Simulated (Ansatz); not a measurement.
Run report: Ni₃Si, geometry relaxation

System: Ni₃Si (Pm-3m, 4 atoms in the cell).
Method: DFT PBEsol, scalar-relativistic, plane waves, PAW, no spin polarisation (Ansatz 0.2.0).

The structure derives from an entry of the Crystallography Open Database. Figures and captions count atoms from 1; the log counts them from 0 in places.

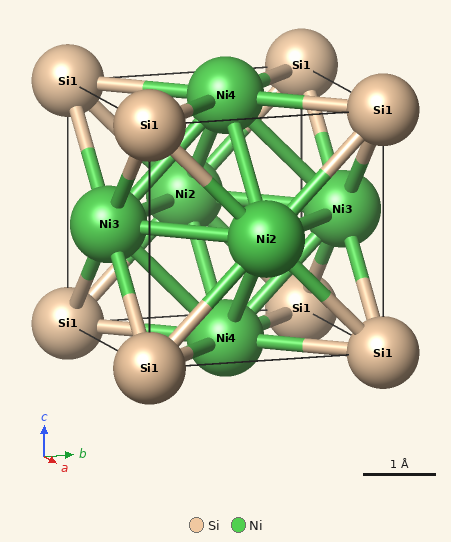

Fig. 1: The starting structure (ball-and-stick view of the cell of the calculation, seen slightly off an axis; atoms are numbered from 1 in the order of the input). An atom can appear more than once, as a periodic image. Near neighbours in the periodic cell (some may lie outside the picture): Si has 12 Ni at 2.45 Å; Ni has 8 Ni at 2.45 Å and 4 Si at 2.45 Å.

**Input file**
```yaml
crystal:
  lattice:
    - [3.4614637719, 0.0, 0.0]
    - [0.0, 3.4614637719, 0.0]
    - [0.0, 0.0, 3.4614637719]
  atoms:
    - { symbol: Si, position: [0.0, 0.0, 0.0] }
    - { symbol: Ni, position: [0.0, 0.5, 0.5] }
    - { symbol: Ni, position: [0.5, 0.0, 0.5] }
    - { symbol: Ni, position: [0.5, 0.5, 0.0] }
basis:
  ecutwfc: 420
kpoints:
  mp_grid: { grid: [12, 12, 12] }
hamiltonian:
  xc: pbesol
scf:
  occupations: { method: gaussian, width: 0.1 }
output:
  forces: true
  stress: true
  eigenvalues: true
relax:
  adjacent_minimum: "off"
  f_tol: 0.005
  max_steps: 80
  cell: { stress_tol: 0.05 }
```

Command:
```bash
ansatz run input.yaml --threads 1 --pin off --max-ram 2560MiB --backend cpu --events-out ev --progress --plain --runs-dir out
```

**Log**
```
Engine: ansatz 0.2.0, x86_64-unknown-linux-gnu
Pseudopotentials: kind: paw
Pseudopotential: Si, paw, valence charge 4, recommended cutoff 420 eV (normal), Si.paw.azcp
Pseudopotential: Ni, paw, valence charge 18, recommended cutoff 420 eV (normal), Ni.paw.azcp
Functional definition: PBEsol
  exchange = pbesol_x
  correlation = pbesol_c
Crystal: 4 atoms, lattice volume = 41.474 Å³
Basis set: ecut = 420 eV, 799 PW (Γ), exchange–correlation on 48×48×48 points (8 copies of the dense FFT grid, shifted against one another)
Bands: 35, of which v1, the nominal top of the filled ones, is band 29 counted from 1 (28 counted from 0)
Symmetry: 48 space group operations
Space group: Pm-3m (ITA 221), of the structure as read, at distance tolerance 3.5e-5 Å
k-points: 84 of 1728
Non-local potential: Si, projectors of the file, l = 0: 2, l = 1: 2, l = 2: 2
Non-local potential: Ni, projectors of the file, l = 0: 3, l = 1: 2, l = 2: 3, l = 3: 1
PAW form: soft (Blöchl's): semilocal exchange-correlation on the pseudo side does not see the compensation charge
PAW frozen core: Si, regenerated for the run's functional, and the local potential with it (the file was generated under x = pbe(κ = 0.804, μ = 0.2195149727645171), c = pbe(β = 0.06672455060314922))
PAW frozen core: Ni, regenerated for the run's functional, and the local potential with it (the file was generated under x = pbe(κ = 0.804, μ = 0.2195149727645171), c = pbe(β = 0.06672455060314922))
PAW one-centre angular grid: Si, 110 points (default); XC on 64 Gauss nodes
PAW one-centre angular grid: Ni, 590 points (default); XC on 64 Gauss nodes
Initial density: superposition of atomic densities (neutral atoms: chi_scale 0, normalization atom), corrected by the library's trained network
Initial wavefunctions: pseudopotential atomic-orbital guess
Functional: x = pbesol(κ = 0.804, μ = 0.12345679012345678), c = pbesol(β = 0.046)
SCF iter   1: F=—  HF=-18038.556253 eV  |F-HF|=—  |Δ(HF+E_count)|=         —  Δρ=2.13e-2  dr2=9.53e-2  ethr=1.77e-3  ⟨swp⟩=5.3  Hψ=10658  notcnv=0
preconditioner: auto → Kerker (q_TF=auto, 2.885 Å⁻¹)  [metal: Δε(μ)=0.027 eV  Ē_g=7.599 eV  σ=0.100 eV  W_gap=0.15  n_scr=18 (ndim 8)  ℏωp=33.6 eV  f_vac=0.001  D(μ)=2.08/eV (n_scr^D=18)]
SCF iter   2: F=—  HF=-18038.538248 eV  |F-HF|=—  |Δ(HF+E_count)|=   1.80e-2  Δρ=4.94e-3  dr2=6.05e-3  ethr=1.64e-4  ⟨swp⟩=2.2  Hψ=5655  notcnv=0  defer=95
SCF iter   3: F=—  HF=-18038.536827 eV  |F-HF|=—  |Δ(HF+E_count)|=   1.42e-3  Δρ=1.69e-3  dr2=1.12e-3  ethr=1.04e-5  ⟨swp⟩=1.7  Hψ=3382  notcnv=0  defer=95
SCF iter   4: F=—  HF=-18038.536400 eV  |F-HF|=—  |Δ(HF+E_count)|=   4.27e-4  Δρ=5.34e-4  dr2=1.57e-4  ethr=1.93e-6  ⟨swp⟩=2.0  Hψ=3951  notcnv=0  defer=95
SCF iter   5: F=—  HF=-18038.536364 eV  |F-HF|=—  |Δ(HF+E_count)|=   3.57e-5  Δρ=8.40e-5  dr2=6.46e-6  ethr=2.70e-7  ⟨swp⟩=2.0  Hψ=3598  notcnv=0  defer=95
SCF iter   6: F=—  HF=-18038.536360 eV  |F-HF|=—  |Δ(HF+E_count)|=   4.07e-6  Δρ=2.87e-5  dr2=1.78e-7  ethr=1.11e-8  ⟨swp⟩=2.0  Hψ=4353  notcnv=0  defer=95
SCF iter   7: F=-18038.536360 eV  HF=-18038.536360 eV  |F-HF|=6.08e-9  |Δ(HF+E_count)|=   1.83e-8  Δρ=6.55e-6  dr2=1.30e-8  ethr=1.72e-10  ⟨swp⟩=7.5  Hψ=12474  notcnv=0
SCF 1 converged in 7 iterations: F = -18038.536360 eV  dr2 = 1.30e-8
  greatest PAW one-centre occupation: 1.001 electrons in one spin orbital (limit 2), on the Ni atom at site 3 (counted from 0), in its partial waves of l = 1
relax step   1: F+E_penalty+E_count = -18038.53636035 eV  Δ(F+E_penalty+E_count) = +0.000e0 eV  max|allowed force component| = 5.992e-29 eV/Å  Δτ_max = 0.0000 Å  P = -0.090 GPa  Ω = 41.474 Å³  (7 SCF iters, dr2 threshold 1.00e-7 eV, accepted)
Crystal: 4 atoms, lattice volume = 41.466 Å³
Initial density: handed on by an earlier stage of this run
Initial wavefunctions: those handed on with the density
iter 1 solved again at ethr=6.55e-10 eV; its pass at ethr=3.10e-3 eV (dr2=3.80e-7 eV) is discarded
SCF iter   1: F=—  HF=-18038.536376 eV  |F-HF|=—  |Δ(HF+E_count)|=         —  Δρ=3.60e-5  dr2=3.30e-7  ethr=6.55e-10  ⟨swp⟩=2.0  Hψ=12577  notcnv=0
preconditioner: auto → Kerker (q_TF=auto, 2.885 Å⁻¹)  [metal: Δε(μ)=0.032 eV  Ē_g=7.619 eV  σ=0.100 eV  W_gap=0.18  n_scr=18 (ndim 8)  ℏωp=33.6 eV  f_vac=0.001  D(μ)=2.02/eV (n_scr^D=18)]
SCF iter   2: F=—  HF=-18038.536366 eV  |F-HF|=—  |Δ(HF+E_count)|=   1.02e-5  Δρ=1.14e-5  dr2=4.06e-8  ethr=5.68e-10  ⟨swp⟩=2.2  Hψ=3752  notcnv=0
iter 3 did not close the SCF: its close was put off for the readings that it lacked (scf_convergence_deferred on its scf_iter line)
SCF iter   3: F=-18038.536366 eV  HF=-18038.536366 eV  |F-HF|=2.00e-9  |Δ(HF+E_count)|=   9.22e-9  Δρ=3.01e-6  dr2=3.93e-9  ethr=7.01e-11  ⟨swp⟩=1.9  Hψ=3426  notcnv=0
iter 4 did not close the SCF: its close was put off for the readings that it lacked (scf_convergence_deferred on its scf_iter line)
SCF iter   4: F=-18038.536366 eV  HF=-18038.536366 eV  |F-HF|=5.24e-10  |Δ(HF+E_count)|=  4.04e-10  Δρ=1.44e-6  dr2=8.87e-10  ethr=6.78e-12  ⟨swp⟩=2.0  Hψ=4183  notcnv=0
iter 5 did not close the SCF: its close was put off for the readings that it lacked (scf_convergence_deferred on its scf_iter line)
SCF iter   5: F=-18038.536366 eV  HF=-18038.536366 eV  |F-HF|=2.91e-11  |Δ(HF+E_count)|=  1.96e-10  Δρ=2.33e-7  dr2=3.87e-11  ethr=1.53e-12  ⟨swp⟩=2.0  Hψ=3428  notcnv=0
SCF iter   6: F=-18038.536366 eV  HF=-18038.536366 eV  |F-HF|=3.64e-12  |Δ(HF+E_count)|=  1.09e-11  Δρ=7.11e-8  dr2=1.64e-12  ethr=1.00e-12  ⟨swp⟩=2.0  Hψ=6990  notcnv=0
SCF 2 converged in 6 iterations: F = -18038.536366 eV  dr2 = 1.64e-12
  greatest PAW one-centre occupation: 1.001 electrons in one spin orbital (limit 2), on the Ni atom at site 1 (counted from 0), in its partial waves of l = 1
relax step   2: F+E_penalty+E_count = -18038.53636629 eV  Δ(F+E_penalty+E_count) = -5.945e-6 eV  max|allowed force component| = 3.113e-29 eV/Å  Δτ_max = 0.0000 Å  P = -0.044 GPa  Ω = 41.466 Å³  energy of the carried Pulay correction = +2.660e-6 eV  (6 SCF iters, dr2 threshold 2.02e-8 eV, accepted)
Initial wavefunctions: pseudopotential atomic-orbital guess (no wavefunctions were taken with the density)
iter 1 solved again at ethr=2.37e-7 eV; its pass at ethr=3.10e-3 eV (dr2=1.37e-4 eV) is discarded
SCF iter   1: F=—  HF=-18038.536374 eV  |F-HF|=—  |Δ(HF+E_count)|=         —  Δρ=1.78e-6  dr2=1.02e-9  ethr=2.37e-7  ⟨swp⟩=3.0  Hψ=18561  notcnv=0
eigensolver tolerance schedule: the retry pair's looser diagonalisation over-reported the residual by 135200.61 of it (diagonalisation noise at an unbounded share of the residual, at the tolerance the schedule requests for it); recorded, not acted on — ethr = c·dr2/N_el stays at c = 1.0e-1
SCF iter   2: F=—  HF=-18038.536366 eV  |F-HF|=—  |Δ(HF+E_count)|=   7.33e-6  Δρ=1.17e-6  dr2=3.14e-10  ethr=1.75e-12  ⟨swp⟩=3.4  Hψ=7881  notcnv=0
SCF iter   3: F=—  HF=-18038.536366 eV  |F-HF|=—  |Δ(HF+E_count)|=  4.37e-11  Δρ=6.30e-7  dr2=9.69e-11  ethr=1.00e-12  ⟨swp⟩=1.0  Hψ=2940  notcnv=0
iter 4 did not close the SCF: its close was put off for the readings that it lacked (scf_convergence_deferred on its scf_iter line)
SCF iter   4: F=-18038.536366 eV  HF=-18038.536366 eV  |F-HF|=1.82e-11  |Δ(HF+E_count)|=  1.09e-11  Δρ=3.39e-7  dr2=3.17e-11  ethr=1.00e-12  ⟨swp⟩=1.0  Hψ=2940  notcnv=0
iter 5 did not close the SCF: its close was put off for the readings that it lacked (scf_convergence_deferred on its scf_iter line)
SCF iter   5: F=-18038.536366 eV  HF=-18038.536366 eV  |F-HF|=3.64e-12  |Δ(HF+E_count)|=  3.64e-12  Δρ=1.51e-7  dr2=7.63e-12  ethr=1.00e-12  ⟨swp⟩=1.0  Hψ=2940  notcnv=0
iter 6 did not close the SCF: its close was put off for the readings that it lacked (scf_convergence_deferred on its scf_iter line)
SCF iter   6: F=-18038.536366 eV  HF=-18038.536366 eV  |F-HF|=0.00e0  |Δ(HF+E_count)|=  3.64e-12  Δρ=1.06e-7  dr2=3.62e-12  ethr=1.00e-12  ⟨swp⟩=1.0  Hψ=2940  notcnv=0
iter 7 did not close the SCF: its close was put off for the readings that it lacked (scf_convergence_deferred on its scf_iter line)
SCF iter   7: F=-18038.536366 eV  HF=-18038.536366 eV  |F-HF|=0.00e0  |Δ(HF+E_count)|=    0.00e0  Δρ=4.72e-8  dr2=7.19e-13  ethr=1.00e-12  ⟨swp⟩=1.0  Hψ=2940  notcnv=0
SCF iter   8: F=-18038.536366 eV  HF=-18038.536366 eV  |F-HF|=0.00e0  |Δ(HF+E_count)|=    0.00e0  Δρ=4.32e-8  dr2=5.76e-13  ethr=1.00e-12  ⟨swp⟩=2.0  Hψ=7206  notcnv=0
SCF 3 converged in 8 iterations: F = -18038.536366 eV  dr2 = 5.76e-13
relax step   3: F+E_penalty+E_count = -18038.53636629 eV  Δ(F+E_penalty+E_count) = +0.000e0 eV  max|allowed force component| = 7.987e-30 eV/Å  Δτ_max = 0.0000 Å  P = -0.045 GPa  Ω = 41.466 Å³  stress off target by 4.46e-2 GPa  SCF on the basis re-selected at this cell (its energy is not comparable with the rows above)  (8 SCF iters)
```

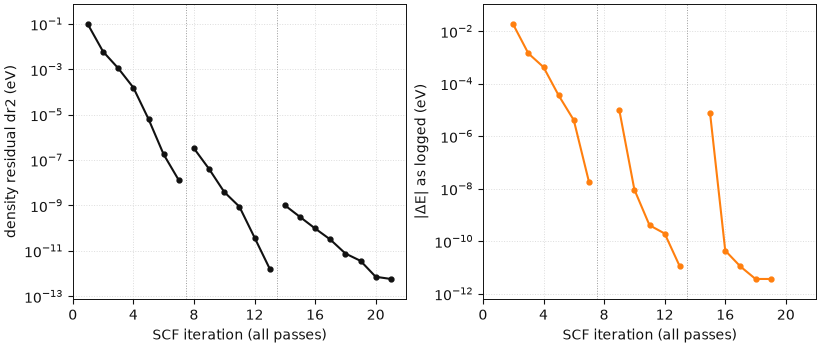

Fig. 2: Convergence of the self-consistent field: density residual dr2 and size of the energy change against the SCF iteration. The dotted lines part the SCF passes of the relaxation: geometry steps, rejected trials and re-solves on a re-selected basis. The passes take 7, 6 and 8 iterations.

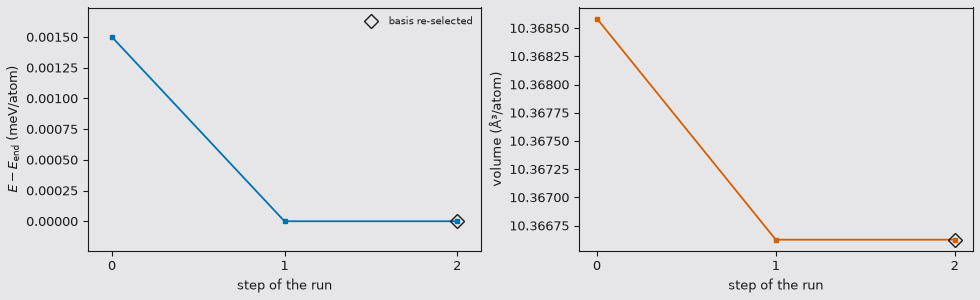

Fig. 3: Progress of the relaxation, step by step (the first geometry is step 0 here and step 1 in the log). The atoms keep their places (all moves are under 0.005 Å). The lattice vectors keep their values. The space group stays Pm-3m (No. 221). Over 1 geometry step the energy falls by next to nothing (0.0 meV per atom). All forces vanish by symmetry, so only the cell relaxes. Pressure: −0.09 GPa at the start and −0.04 GPa at the end. A last SCF at the same geometry on a re-selected plane-wave basis shifts the energy by next to nothing (0.0 meV per atom).

```
basis re-selected at this cell: Δ(F+E_penalty+E_count) = +0.000e0 eV, ΔP = -0.000 GPa vs the last step (what re-selecting the basis moved, of the pressure what is left beyond the Pulay correction that the steps carried, after the strain that the cell walked since its last selection, with what the two solves' SCF thresholds leave and, on support functions, any second-order correction that the steps lacked; it is no measure of the basis error at this ecutwfc). This SCF's stress stands 4.46e-2 GPa from its target on what of the cell is left free (relax.cell.stress_tol is 5.00e-2 GPa) and its largest allowed force component is 7.99e-30 eV/Å (relax.f_tol is 5.00e-3 eV/Å): within both
SCF converged after 8 iterations
Free energy (F): -18038.536366 eV
Harris-Foulkes:  -18038.536366 eV  (|F-HF|=0.00e0)
Internal energy: -18038.526273 eV  (E = F + TS)
E sigma→0 (E₀):  -18038.531320 eV
Entropy (-TS):   -0.010093 eV (-2.523 meV/atom)
Fermi energy:    18.213564 eV
--- Per-component energies (eV) ---
  E_band       = -805.901936
  E_kinetic    = 900.173306
  E_local      = -11446.467968  (includes V_loc(G=0)·N_el)
  E_nonlocal   = 1933.502324
  E_hartree    = 4881.451303
  E_xc         = -313.445610
  E_vxc        = -381.930341  (∫ρ·V_xc dr)
  E_paw        = -5284.214567  (= ΣΔE_a)
  E_vpaw       = -1574.083409  (= ΣTr[D̂ρ^β])
  E_aug_tail   = 0.001464  (compensation charges beyond the density's cutoff)
  E_ewald      = -8710.149952
  E_core_change = 0.623427  (= ΣΔE_core)
  E_smearing   = -0.010093  (= −TS)
  E_closure    = 0.000000  (closes the sum)
  Σ components = -18038.536366   (vs F -18038.536366, Δ=0.00e0)
--- Forces (eV/Å), atoms counted from 1 ---
  atom   1  Si     0.00000000     0.00000000     0.00000000
  atom   2  Ni     0.00000000    -0.00000000    -0.00000000
  atom   3  Ni    -0.00000000     0.00000000    -0.00000000
  atom   4  Ni    -0.00000000     0.00000000     0.00000000
  max |Σ_I F_I| component: 1.58e-29 eV/Å
--- Stress (GPa, compression-positive) ---
       -0.044610      -0.000000      -0.000000
       -0.000000      -0.044610      -0.000000
       -0.000000      -0.000000      -0.044610
  P = ⅓ Tr σ = -0.0446 GPa (-0.446 kbar)
--- Band table (eV; the first three rows and the last of 84) ---
  k-point 0: bands = ["-84.7508", "-84.7075", "-84.7075", "-45.3793", "-45.3793", "-45.3793", "-45.3111", "-45.3111", "-45.3111", "-45.1328", "-45.1328", "-45.1328", "5.9104", "13.0172", "13.8680", "13.8680", "14.4199", "14.4199", "14.4199", "16.5622", "16.5622", "16.5622", "17.2249", "17.2249", "17.2249", "17.5683", "17.5683", "17.9160", "18.2506", "18.2506", "18.2506", "23.3794", "24.6881", "24.6881", "28.9733"]
  k-point 1: bands = ["-84.7502", "-84.7082", "-84.7075", "-45.3777", "-45.3777", "-45.3772", "-45.3116", "-45.3116", "-45.3113", "-45.1352", "-45.1338", "-45.1338", "5.9949", "13.0376", "13.7506", "13.9292", "14.4145", "14.4145", "14.4451", "16.3782", "16.3782", "16.5341", "16.9621", "17.3272", "17.3272", "17.5700", "17.5801", "17.8795", "18.2507", "18.4051", "18.4051", "23.5657", "24.6664", "24.9521", "28.7071"]
  k-point 2: bands = ["-84.7483", "-84.7101", "-84.7075", "-45.3734", "-45.3734", "-45.3713", "-45.3131", "-45.3131", "-45.3117", "-45.1421", "-45.1368", "-45.1368", "6.2451", "12.9425", "13.5163", "14.1060", "14.3940", "14.3940", "14.5177", "16.1047", "16.1047", "16.4537", "16.5350", "17.3407", "17.3407", "17.4987", "17.5702", "17.7749", "18.2509", "18.8957", "18.8957", "23.7533", "24.6029", "25.8208", "27.8171"]
  k-point 83: bands = ["-84.7218", "-84.7218", "-84.7218", "-45.4056", "-45.4056", "-45.4056", "-45.3295", "-45.2484", "-45.2484", "-45.2484", "-45.0971", "-45.0971", "9.8338", "13.6577", "13.6577", "13.6577", "14.2818", "14.2818", "14.2818", "15.8551", "15.8551", "15.8551", "16.6789", "16.6789", "16.6789", "16.8962", "16.8962", "17.6003", "18.0015", "18.0015", "18.0015", "19.6159", "22.3534", "22.3534", "22.3534"]
--- Relaxed structure (2 steps of the walk, 2 accepted, 1 SCFs on fresh bases) ---
  F+E_penalty+E_count = -18038.53636629 eV   max|allowed force component| = 7.987e-30 eV/Å   (the final SCF, on the basis selected at the relaxed cell)
  cell:  # Å, volume = 41.4665 Å³
    - [3.461245743573512, 8.024708101613482e-36, 2.0061770254033706e-36]
    - [0.0, 3.461245743573512, -2.256949153578792e-36]
    - [-2.0061770254033706e-36, -2.256949153578792e-36, 3.461245743573512]
  atoms:
    - { symbol: Si, position: [-4.527927791184355e-39, 1.047083301711382e-38, 1.1319819477960888e-39] }
    - { symbol: Ni, position: [9.055855582368682e-39, 0.5, 0.5] }
    - { symbol: Ni, position: [0.5, 1.0470833017113876e-38, 0.5] }
    - { symbol: Ni, position: [0.5, 0.5, 1.1319819477960539e-39] }
```

**Trajectory as extended XYZ (Å, eV, eV/Å), 3 frames, from step=1 to step=3**
```
4
Lattice="3.4615 0.0000 0.0000 0.0000 3.4615 0.0000 0.0000 0.0000 3.4615" Properties=species:S:1:pos:R:3:forces:R:3 step=1 energy=-18038.53636 pressure_GPa=-0.09
Si    0.0000    0.0000    0.0000    0.0000   0.0000   0.0000
Ni    0.0000    1.7307    1.7307    0.0000   0.0000   0.0000
Ni    1.7307    0.0000    1.7307    0.0000   0.0000   0.0000
Ni    1.7307    1.7307    0.0000    0.0000   0.0000   0.0000
4
Lattice="3.4612 0.0000 0.0000 0.0000 3.4612 0.0000 0.0000 0.0000 3.4612" Properties=species:S:1:pos:R:3:forces:R:3 step=2 energy=-18038.53637 pressure_GPa=-0.04
Si    0.0000    0.0000    0.0000    0.0000   0.0000   0.0000
Ni    0.0000    1.7306    1.7306    0.0000   0.0000   0.0000
Ni    1.7306    0.0000    1.7306    0.0000   0.0000   0.0000
Ni    1.7306    1.7306    0.0000    0.0000   0.0000   0.0000
4
Lattice="3.4612 0.0000 0.0000 0.0000 3.4612 0.0000 0.0000 0.0000 3.4612" Properties=species:S:1:pos:R:3:forces:R:3 step=3 energy=-18038.53637 pressure_GPa=-0.04
Si    0.0000    0.0000    0.0000    0.0000   0.0000   0.0000
Ni    0.0000    1.7306    1.7306    0.0000   0.0000   0.0000
Ni    1.7306    0.0000    1.7306    0.0000   0.0000   0.0000
Ni    1.7306    1.7306    0.0000    0.0000   0.0000   0.0000
```

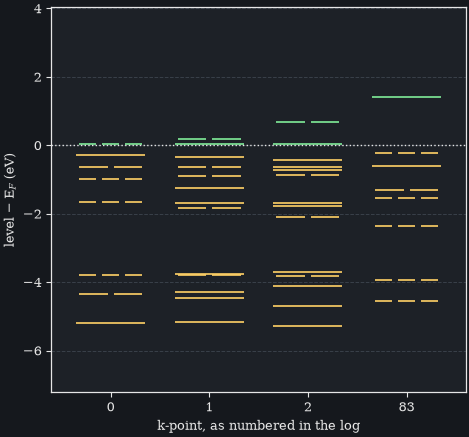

Fig. 4: Kohn–Sham levels near the Fermi level (dotted) at the few k-points that the log prints; levels within 0.02 eV of each other stand side by side. The system is metallic on the full mesh.

**Results in brief**

```json
{"quantity": "outcome", "value": "converged"}
{"quantity": "space group (tolerance 0.01 Å)", "value": "Pm-3m (221)"}
{"quantity": "electrons treated", "value": "58"}
{"quantity": "free energy", "value": "−18038.5364 eV"}
{"quantity": "Fermi energy", "value": "18.214 eV"}
{"quantity": "gap on the k-point mesh", "value": "none (metallic)"}
{"quantity": "pressure", "value": "−0.04 GPa"}
{"quantity": "final volume", "value": "41.47 Å³"}
{"quantity": "largest force (length of the vector) at the end", "value": "under 0.001 eV/Å"}
{"quantity": "final cell", "value": "a = 3.461 Å, b = 3.461 Å, c = 3.461 Å, α = 90.00°, β = 90.00°, γ = 90.00°"}
{"quantity": "hardware", "value": "1 thread of Intel Xeon @ 2.50GHz (Skylake/Cascade Lake), 32 GiB of memory available, shared host"}
{"quantity": "wall time", "value": "20 s"}
{"quantity": "peak memory", "value": "0.43 GiB"}
```

The run has no spin polarisation, so a magnetic state may lie lower.
